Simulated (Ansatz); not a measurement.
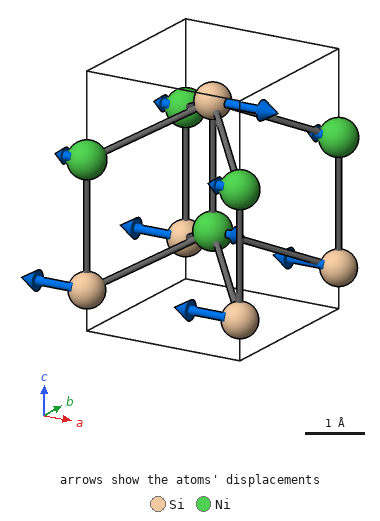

Lattice vibrations of solid SiNi at 1.02 times its rest volume, space group Pmmn (No. 59), at the zone centre. The optical levels lie at 169, 179, 230, 235, 243, 259, 289, 359, 390 cm⁻¹. One mode is drawn. Displacements are drawn as blue arrows; their common scale and sign are arbitrary. A ball-and-stick model of the cell of the calculation, seen from a free direction.

The calculation used DFT PBE, scalar-relativistic, plane waves, PAW (Ansatz 0.2.0). (plane-wave cutoff 420 eV; k-point mesh 14 × 12 × 10; occupations fermi dirac; smearing width 0.15 eV; no spin polarisation)

The frequencies depend somewhat on the k-mesh and the smearing.

> To which level does it belong?

The level at 259 cm⁻¹. This is the B₂g mode, optical level 6 of 9, counted from below, Raman-active by symmetry. All motion is along a; atoms of one kind move against one another, with no net shift of any sublattice; the kinetic energy is shared as Si 80 %, Ni 20 %.

Limits of the set-up: an element that often carries a moment was run without spin polarisation.
